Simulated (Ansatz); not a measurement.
Zr2O

The calculation's input:

```
crystal:
  lattice:
    - [4.9355781721, 0.0, 0.0]
    - [0.0, 4.9355781721, 0.0]
    - [0.0, 0.0, 4.5407319183]
  atoms:
    - { symbol: Zr, position: [0.25, 0.25, 0.75] }
    - { symbol: Zr, position: [0.75, 0.25, 0.25] }
    - { symbol: Zr, position: [0.25, 0.75, 0.25] }
    - { symbol: Zr, position: [0.75, 0.75, 0.75] }
    - { symbol: O, position: [0.0, 0.0, 0.0] }
    - { symbol: O, position: [0.5, 0.5, 0.5] }
basis:
  ecutwfc: 420
kpoints:
  mp_grid: { grid: [12, 12, 12] }
hamiltonian:
  xc: pbesol
scf:
  occupations: { method: gaussian, width: 0.15 }
output:
  forces: true
  stress: true
  eigenvalues: true
  write_density: true
  write_potential: true
  elf: true
  volumetric_format: npy
```

Command:

```sh
ansatz run input.yaml --threads 1 --pin off --max-ram 2560MiB --backend cpu --events-out ev --progress --plain --runs-dir out
```

Below, planes, directions and counts refer to the conventional cell (a = 4.94 Å, b = 4.94 Å, c = 4.54 Å, α = 90.00°, β = 90.00°, γ = 90.00°).

Space group P4₂/nnm; a structure from a database of computed crystals, not necessarily the ambient phase.

All numbers below come from Ansatz, DFT PBEsol, scalar-relativistic, plane waves, PAW.

The density is the valence pseudo-density of a PAW calculation; it isn't the true density close to the nuclei.

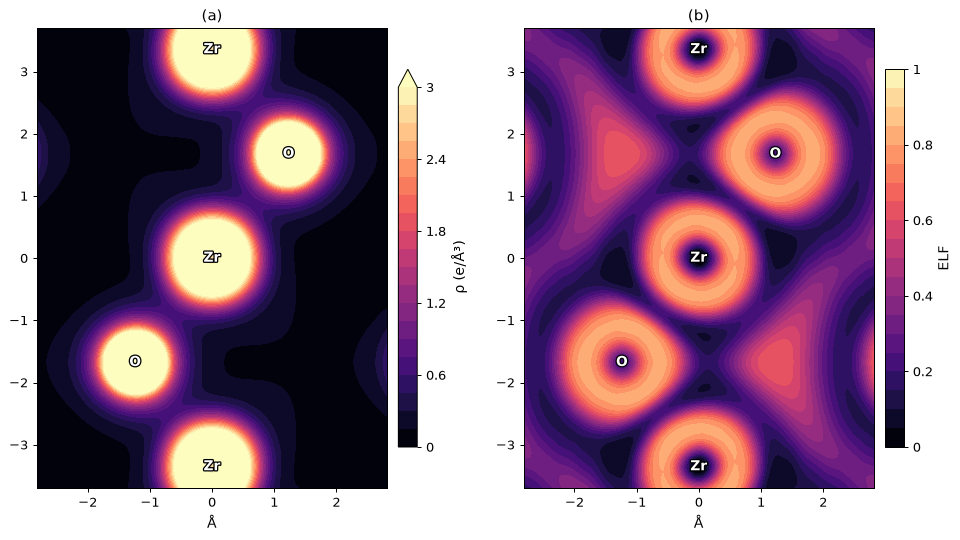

Figure 1. (a) valence electron density; (b) electron localisation function on the (101) plane of the conventional cell.

> Interpret the plot.

Atoms in the plane: Zr and O. Zr–O (2.08 Å): ρ at the midpoint is about 0.7 e/Å³; the ELF peaks at about 0.80 in the valence shell of O, 0.6 Å from its nucleus, and drops to about 0.20 between the two atoms (no shared electron pair shows on this line). Between the atoms the lowest density in this plane is 0.08 e/Å³. The features right at Zr lie inside the PAW spheres, where the map follows smoothed inner orbitals and isn't to be read closely.

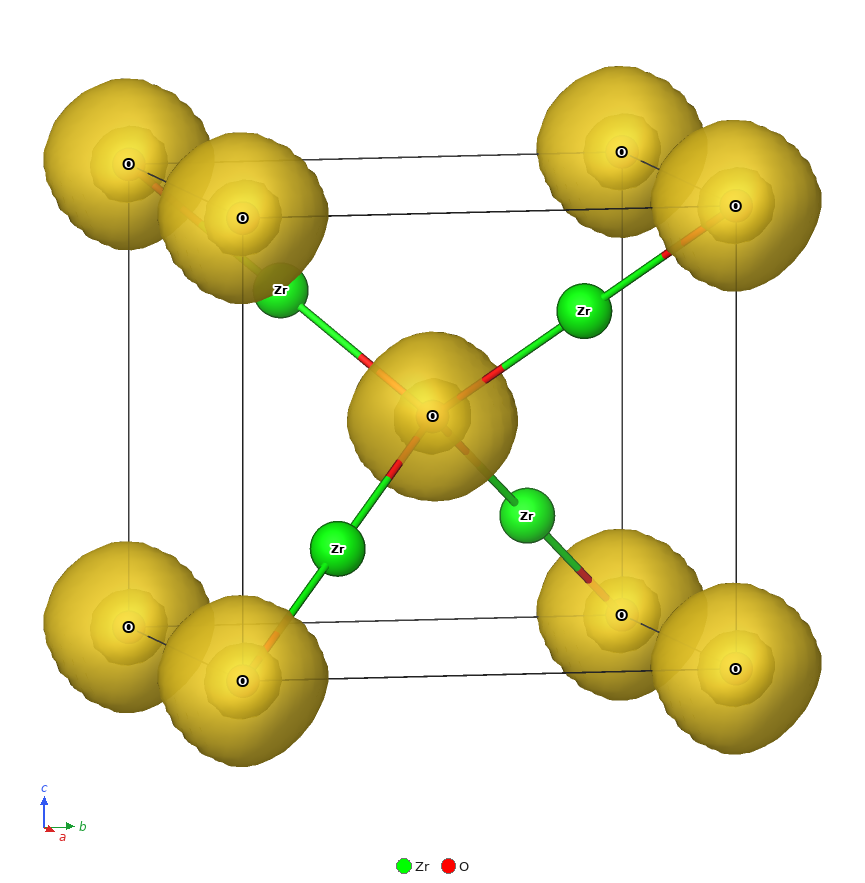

Figure 2. Isosurface of the ELF at 0.7 (yellow), seen slightly off an axis. Core shells and regions of very low density are left out. Sticks mark near contacts.

> Where are the electrons localised?

At this value the surface marks out two regions wrapped around O (the valence shell of each), counted in one cell of 6 atoms. Any copies at cell faces, edges or corners count once.

> Does the calculation make it a metal, or give it a gap?

It is gapless in this calculation (a metal or semimetal).
